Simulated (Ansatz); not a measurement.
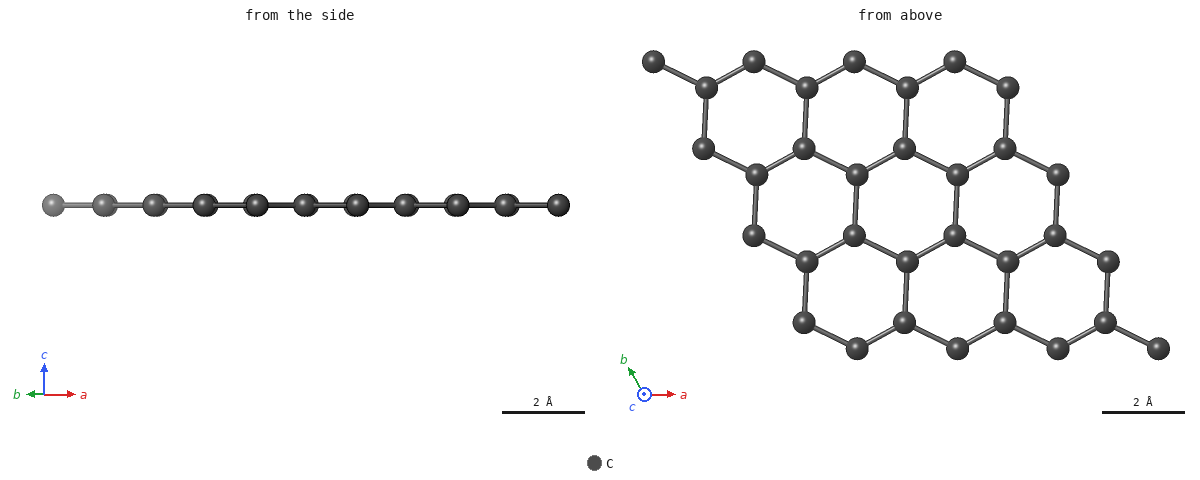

A ball-and-stick picture of a periodic sheet, seen from the side and from above. The surface normal points up in side views; the vacuum is left out. 4×4 cells are drawn in the plane, with atoms at the edges repeated.

The cell holds 2 C.

Question: Estimate the thickness.

Answer: About 0.0 Å from the lowest to the highest atom.

Question: What does the bonding look like?

Answer: C is linked to three C in a distorted trigonal planar arrangement at about 1.3 to 1.5 Å. The bonds build C layers parallel to the surface.

The initial geometry was a structure listed in the Materials Project. The cell was then strained or its atoms displaced on purpose. A calculation with Ansatz used it as input.

At this level of theory the run's own cell isn't at rest (forces up to 6.0 eV/Å), so its distances can differ from those at equilibrium, the more so the softer the solid.
